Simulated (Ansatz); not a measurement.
Single-point calculation of Sr8Ti8O23 (charge +2) (part 1 of 2)

System: Sr8Ti8O23 (defect cell, 39 atoms in the cell, total charge +2).
Method: DFT, HSE06, PAW, plane waves (Ansatz 0.2.0).

Figures and captions count atoms from 1; the log counts them from 0 in places.

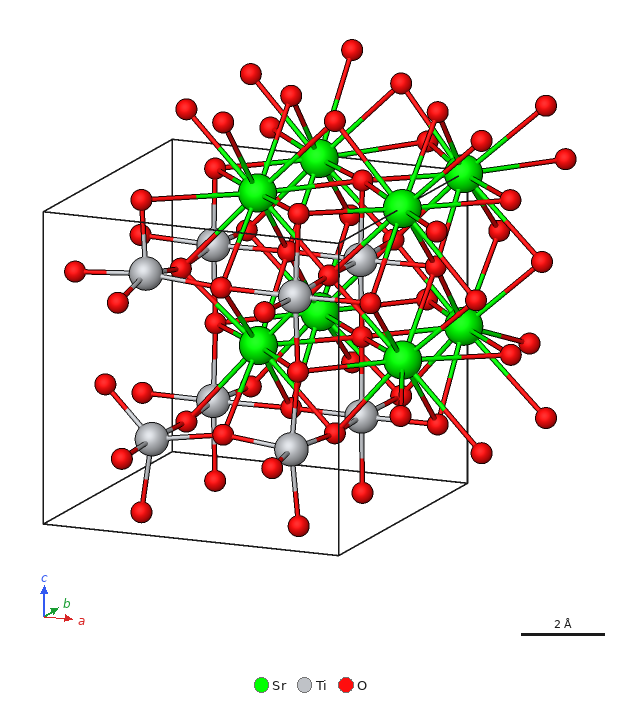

*The structure (ball-and-stick view of the cell of the calculation, seen slightly off an axis; bonded neighbours outside the cell are drawn too).*

### Key numbers

| quantity | value |
| --- | --- |
| outcome | converged |
| electrons treated | 312 |
| free energy | −61503.5144 eV |
| Fermi energy | 10.804 eV |
| largest force (length of the vector) | 0.546 eV/Å |
| hardware | 1 × NVIDIA GB300 Max-Q, 32 threads of Arm Neoverse-V2, 180 GiB of memory available, shared host |
| wall time | 8.1 s (CPU time 24 s) |
| peak memory | 2.6 GiB |

The k-point mesh is coarse for a cell of this size, so the results may not be converged.

### Input file
```yaml
crystal:
  lattice:
    - [7.782821, 0.000000, 0.000000]
    - [0.000000, 7.782821, 0.000000]
    - [0.000000, 0.000000, 7.782821]
  atoms:
    - { symbol: Sr, position: [0.992202, 0.987358, 0.993450] }
    - { symbol: Sr, position: [0.993306, 0.986023, 0.505273] }
    - { symbol: Sr, position: [0.992774, 0.510401, 0.992375] }
    - { symbol: Sr, position: [0.993318, 0.511755, 0.507031] }
    - { symbol: Sr, position: [0.502935, 0.986686, 0.992786] }
    - { symbol: Sr, position: [0.505807, 0.985390, 0.502586] }
    - { symbol: Sr, position: [0.502683, 0.509342, 0.992973] }
    - { symbol: Sr, position: [0.504914, 0.511103, 0.504309] }
    - { symbol: Ti, position: [0.259779, 0.246584, 0.240791] }
    - { symbol: Ti, position: [0.238033, 0.250175, 0.768229] }
    - { symbol: Ti, position: [0.249485, 0.746669, 0.246555] }
    - { symbol: Ti, position: [0.248617, 0.750431, 0.744660] }
    - { symbol: Ti, position: [0.732061, 0.247313, 0.255886] }
    - { symbol: Ti, position: [0.745281, 0.247217, 0.747056] }
    - { symbol: Ti, position: [0.752018, 0.745147, 0.247775] }
    - { symbol: Ti, position: [0.747869, 0.747227, 0.748399] }
    - { symbol: O, position: [0.222301, 0.251583, 0.001915] }
    - { symbol: O, position: [0.254986, 0.748409, 0.990695] }
    - { symbol: O, position: [0.255338, 0.750779, 0.494916] }
    - { symbol: O, position: [0.754428, 0.252457, 0.011353] }
    - { symbol: O, position: [0.751580, 0.253724, 0.504718] }
    - { symbol: O, position: [0.752366, 0.752022, 0.001680] }
    - { symbol: O, position: [0.750702, 0.750933, 0.501390] }
    - { symbol: O, position: [0.100916, 0.249568, 0.399612] }
    - { symbol: O, position: [0.997571, 0.251527, 0.749789] }
    - { symbol: O, position: [0.007411, 0.751647, 0.246591] }
    - { symbol: O, position: [0.001553, 0.750228, 0.752007] }
    - { symbol: O, position: [0.499422, 0.250978, 0.278343] }
    - { symbol: O, position: [0.492468, 0.250376, 0.748745] }
    - { symbol: O, position: [0.511405, 0.751042, 0.248952] }
    - { symbol: O, position: [0.500669, 0.751287, 0.749611] }
    - { symbol: O, position: [0.265505, 0.000701, 0.235550] }
    - { symbol: O, position: [0.249375, 0.006437, 0.732315] }
    - { symbol: O, position: [0.265992, 0.500134, 0.239065] }
    - { symbol: O, position: [0.250107, 0.493254, 0.728827] }
    - { symbol: O, position: [0.771522, 0.008390, 0.255089] }
    - { symbol: O, position: [0.748857, 0.000763, 0.754146] }
    - { symbol: O, position: [0.770839, 0.495928, 0.253540] }
    - { symbol: O, position: [0.747941, 0.502282, 0.755210] }
  symmetry: { detect: false }
kpoints:
  mp_grid: { grid: [1, 1, 1], shift: [0.25, 0.25, 0.25] }
hamiltonian:
  xc: hse06
total_charge: 2
scf:
  occupations: { method: fermi_dirac, width: 0.01 }
output:
  forces: true
  eigenvalues: true
  populations: true
  charged_corrections: { epsilon: 300 }
  eigenstates: { kpoints: [[0.25, 0.25, 0.25]], e_range: [-6.0, 6.0], localisation: true }
```

Run as:
```bash
ansatz run in.yaml --threads 32 --pin off --max-ram 171000MiB --runs-dir r --events-out ev --progress --plain --backend cuda --devices 0,
```

### Output
```
Pseudopotentials: kind: paw
Functional definition: HSE06
  parameter a = 0.25
  parameter omega = 0.11/bohr
  exchange = pbe_x - a*pbe_x_sr(omega) + a*exact_x_sr(omega)
  correlation = pbe_c
Crystal: 39 atoms, lattice volume = 471.423 Å³
Basis set: ecut = 420 eV, 9171 PW (Γ), exchange–correlation on 108×108×108 points (8 copies of the dense FFT grid, shifted against one another)
Bands: 195, of which v1, the nominal top of the filled ones, is band 156 counted from 1 (155 counted from 0)
Symmetry: 1 space group operations
k-points: 1
Non-local potential: Sr, projectors of the file, l = 0: 3, l = 1: 2, l = 2: 2
Non-local potential: Ti, projectors of the file, l = 0: 3, l = 1: 2, l = 2: 3, l = 3: 1
Non-local potential: O, projectors of the file, l = 0: 2, l = 1: 2, l = 2: 1
PAW form: soft (Blöchl's): semilocal exchange-correlation on the pseudo side does not see the compensation charge
PAW frozen core: Sr, regenerated for the run's functional, and the local potential with it (the file was generated under x = pbe(κ = 0.804, μ = 0.2195149727645171), c = pbe(β = 0.06672455060314922))
PAW frozen core: Ti, regenerated for the run's functional, and the local potential with it (the file was generated under x = pbe(κ = 0.804, μ = 0.2195149727645171), c = pbe(β = 0.06672455060314922))
PAW frozen core: O, regenerated for the run's functional, and the local potential with it (the file was generated under x = pbe(κ = 0.804, μ = 0.2195149727645171), c = pbe(β = 0.06672455060314922))
PAW one-centre angular grid: Sr, 110 points (default); XC on 64 Gauss nodes
PAW one-centre angular grid: Ti, 590 points (default); XC on 64 Gauss nodes
PAW one-centre angular grid: O, 110 points (default); XC on 96 Gauss nodes
Initial density: superposition of atomic densities (neutral atoms scaled as one to the charged cell's electrons: chi_scale 0, normalization atom), corrected by the library's trained network
Initial wavefunctions: pseudopotential atomic-orbital guess
Functional: x = pbe(κ = 0.804, μ = 0.2195149727645171), c = pbe(β = 0.06672455060314922), warm-up for x = pbe(κ = 0.804, μ = 0.2195149727645171) + 0.25 (exact − pbe) at short range (hse, ω = 0.20786987370883472 Å⁻¹), c = pbe(β = 0.06672455060314922); HSE06 as pw.x's `hse` composes it (authors' and Libxc's form: `xc: wpbeh`)
SCF iter   1: F=—  HF=-61489.559687 eV  |F-HF|=—  |Δ(HF+E_count)|=         —  Δρ=1.11e-2  dr2=4.93e-1  ethr=1.77e-3  ⟨swp⟩=13.0  Hψ=884  notcnv=0
preconditioner: auto → none  [insulator: Δε(μ)=2.688 eV  Ē_g=12.040 eV  σ=0.010 eV  W_gap=1.00  n_scr=122 (ndim 8)  ℏωp=26.0 eV  f_vac=0.003  D(μ)=0.00/eV (n_scr^D=0)]
iter 2 solved again at ethr=1.22e-5 eV; its pass at ethr=1.58e-4 eV (dr2=3.82e-2 eV) is discarded
SCF iter   2: F=—  HF=-61489.440751 eV  |F-HF|=—  |Δ(HF+E_count)|=   1.19e-1  Δρ=3.27e-3  dr2=3.88e-2  ethr=1.22e-5  ⟨swp⟩=3.0  Hψ=988  notcnv=0
SCF iter   3: F=—  HF=-61489.439030 eV  |F-HF|=—  |Δ(HF+E_count)|=   1.72e-3  Δρ=1.31e-3  dr2=5.29e-3  ethr=1.22e-5  ⟨swp⟩=6.0  Hψ=503  notcnv=0
SCF iter   4: F=-61489.441316 eV  HF=-61489.441219 eV  |F-HF|=9.65e-5  |Δ(HF+E_count)|=   2.19e-3  Δρ=2.23e-4  dr2=1.30e-4  ethr=1.70e-6  ⟨swp⟩=8.0  Hψ=526  notcnv=0
SCF 1 stopped early in 4 iterations: F = -61489.441316 eV  dr2 = 1.30e-4
  greatest PAW one-centre occupation: 0.999 electrons in one spin orbital (limit 2), on the Ti atom at site 15 (counted from 0), in its partial waves of l = 0
Initial density: handed on by an earlier stage of this run
Initial wavefunctions: those handed on with the density
Functional: x = pbe(κ = 0.804, μ = 0.2195149727645171) + 0.25 (exact − pbe) at short range (hse, ω = 0.20786987370883472 Å⁻¹), c = pbe(β = 0.06672455060314922); HSE06 as pw.x's `hse` composes it (authors' and Libxc's form: `xc: wpbeh`)
Exchange kernel: α = 0.2500, screened, ω = 0.2079 Å⁻¹, Wigner–Seitz truncation, v(0) = 760.8953 eV·Å³, q-mesh 1×1×1, nearest image of the exchange supercell L = 7.78 Å, pair-density grid 40×40×40, without the augmentation charges, whose exchange is taken in its separable form (sized by the pseudopotential files, 54×54×54 at the most)
Frozen-core exchange: fock
SCF iter   1: F=—  HF=-61504.645756 eV  |F-HF|=—  |Δ(HF+E_count)|=         —  Δρ=2.69e-2  dr2=5.07e0  ethr=4.17e-7  ⟨swp⟩=15.0  Hψ=1188  notcnv=0
preconditioner: auto → none  [insulator: Δε(μ)=5.104 eV  Ē_g=14.952 eV  σ=0.010 eV  W_gap=1.00  n_scr=122 (ndim 8)  ℏωp=26.0 eV  f_vac=0.008  D(μ)=0.00/eV (n_scr^D=0)]
SCF iter   2: F=—  HF=-61504.183588 eV  |F-HF|=—  |Δ(HF+E_count)|=   4.62e-1  Δρ=2.90e-2  dr2=4.25e0  ethr=4.17e-7  ⟨swp⟩=12.0  Hψ=1193  notcnv=0
SCF iter   3: F=—  HF=-61503.334927 eV  |F-HF|=—  |Δ(HF+E_count)|=   8.49e-1  Δρ=4.14e-3  dr2=1.06e-1  ethr=4.17e-7  ⟨swp⟩=10.0  Hψ=1006  notcnv=0  defer=1
SCF iter   4: F=—  HF=-61503.534370 eV  |F-HF|=—  |Δ(HF+E_count)|=   1.99e-1  Δρ=3.37e-3  dr2=7.26e-2  ethr=4.17e-7  ⟨swp⟩=6.0  Hψ=881  notcnv=0
SCF iter   5: F=—  HF=-61503.517682 eV  |F-HF|=—  |Δ(HF+E_count)|=   1.67e-2  Δρ=1.20e-3  dr2=6.61e-3  ethr=4.17e-7  ⟨swp⟩=6.0  Hψ=764  notcnv=0
SCF iter   6: F=—  HF=-61503.519176 eV  |F-HF|=—  |Δ(HF+E_count)|=   1.49e-3  Δρ=7.96e-4  dr2=1.70e-3  ethr=4.17e-7  ⟨swp⟩=5.0  Hψ=663  notcnv=0
SCF iter   7: F=—  HF=-61503.518792 eV  |F-HF|=—  |Δ(HF+E_count)|=   3.84e-4  Δρ=3.03e-4  dr2=3.51e-4  ethr=4.17e-7  ⟨swp⟩=4.0  Hψ=435  notcnv=0
SCF iter   8: F=—  HF=-61503.518738 eV  |F-HF|=—  |Δ(HF+E_count)|=   5.37e-5  Δρ=6.16e-5  dr2=9.49e-5  ethr=9.49e-8  ⟨swp⟩=3.0  Hψ=387  notcnv=0
SCF iter   9: F=—  HF=-61503.519131 eV  |F-HF|=—  |Δ(HF+E_count)|=   3.93e-4  Δρ=2.09e-4  dr2=2.64e-4  ethr=6.22e-9  ⟨swp⟩=5.0  Hψ=620  notcnv=0
SCF iter  10: F=-61503.519071 eV  HF=-61503.519075 eV  |F-HF|=3.68e-6  |Δ(HF+E_count)|=   5.66e-5  Δρ=4.11e-5  dr2=9.84e-6  ethr=6.22e-9  ⟨swp⟩=4.0  Hψ=536  notcnv=0
SCF 2 stopped early in 10 iterations: F = -61503.519071 eV  dr2 = 9.84e-6
  Residual-converged pass: ⟨swp⟩=4.0  Hψ=545  notcnv=0  max |occ|·‖R‖ = 6.1e-6 eV (tolerance 6.7e-6 eV)  dr2=9.87e-6  dr2_onsite=8.78e-7  max |Δocc| = 0.0e0
  greatest PAW one-centre occupation: 1.000 electrons in one spin orbital (limit 2), on the Ti atom at site 15 (counted from 0), in its partial waves of l = 0
hybrid outer 1: dexx = +2.264e-1 eV, tail = 3.03e-4 eV
SCF iter   1: F=—  HF=-61503.514372 eV  |F-HF|=—  |Δ(HF+E_count)|=         —  Δρ=6.10e-5  dr2=1.09e-5  ethr=4.86e-7  ⟨swp⟩=6.0  Hψ=454  notcnv=0
preconditioner: auto → none  [insulator: Δε(μ)=4.314 eV  Ē_g=14.300 eV  σ=0.010 eV  W_gap=1.00  n_scr=122 (ndim 8)  ℏωp=26.0 eV  f_vac=0.011  D(μ)=0.00/eV (n_scr^D=0)]
SCF iter   2: F=—  HF=-61503.514378 eV  |F-HF|=—  |Δ(HF+E_count)|=   6.33e-6  Δρ=3.14e-5  dr2=4.77e-6  ethr=3.08e-9  ⟨swp⟩=5.0  Hψ=429  notcnv=0
SCF iter   3: F=—  HF=-61503.514377 eV  |F-HF|=—  |Δ(HF+E_count)|=   7.66e-7  Δρ=1.27e-5  dr2=4.04e-7  ethr=1.40e-9  ⟨swp⟩=5.0  Hψ=371  notcnv=0
SCF iter   4: F=—  HF=-61503.514378 eV  |F-HF|=—  |Δ(HF+E_count)|=   3.61e-7  Δρ=9.59e-6  dr2=4.71e-7  ethr=1.20e-10  ⟨swp⟩=6.0  Hψ=578  notcnv=0
SCF iter   5: F=—  HF=-61503.514378 eV  |F-HF|=—  |Δ(HF+E_count)|=   6.74e-8  Δρ=1.12e-5  dr2=7.35e-7  ethr=1.20e-10  ⟨swp⟩=4.0  Hψ=507  notcnv=0
SCF iter   6: F=—  HF=-61503.514378 eV  |F-HF|=—  |Δ(HF+E_count)|=   1.52e-7  Δρ=4.42e-6  dr2=1.14e-7  ethr=1.20e-10  ⟨swp⟩=3.0  Hψ=385  notcnv=0
SCF iter   7: F=-61503.514377 eV  HF=-61503.514377 eV  |F-HF|=3.16e-9  |Δ(HF+E_count)|=   2.34e-8  Δρ=7.77e-7  dr2=5.05e-9  ethr=3.35e-11  ⟨swp⟩=4.0  Hψ=411  notcnv=0
SCF 3 converged in 7 iterations: F = -61503.514377 eV  dr2 = 5.05e-9
  Residual-converged pass: ⟨swp⟩=3.0  Hψ=435  notcnv=0  max |occ|·‖R‖ = 1.9e-6 eV (tolerance 2.0e-6 eV)  dr2=4.97e-9  dr2_onsite=1.78e-10  max |Δocc| = 0.0e0
```
